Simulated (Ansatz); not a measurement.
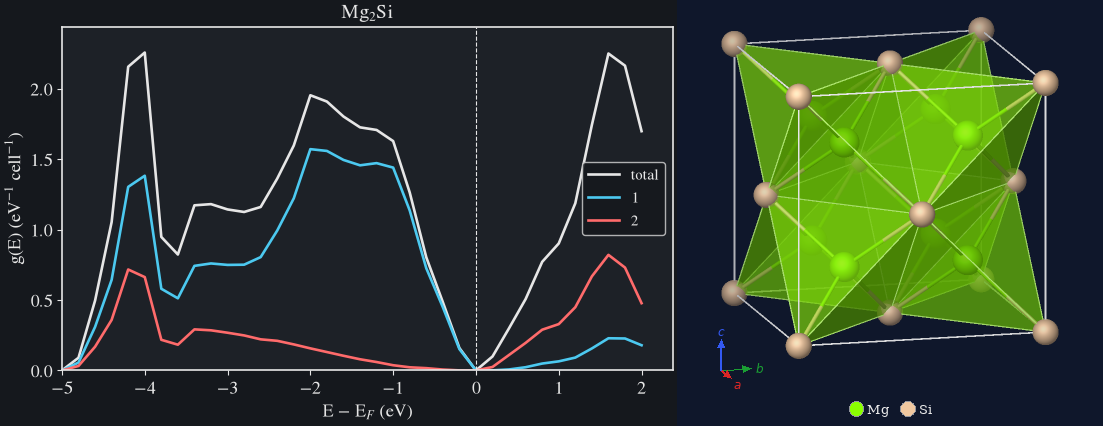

Density of states, beside the structure. Energies are counted from the Fermi level. The partial curves are projected on atomic shells; they sum to less than the total at higher energies, where shells without a projector contribute.

Calculation on Mg₂Si, space group Fm-3m (No. 225), 3 atoms in the cell.

Computed with Ansatz 0.2.0: DFT, LDA, all-electron LAPW, scalar-relativistic, no spin polarisation, 11×11×11 k mesh.

**Assign each number in the legend. The candidates: Mg 3s, Si 3p.**

1 is Si 3p; 2 is Mg 3s.

**Metal or insulator, going by the density of states?**

There is a gap; over the k points computed it is 0.19 eV.
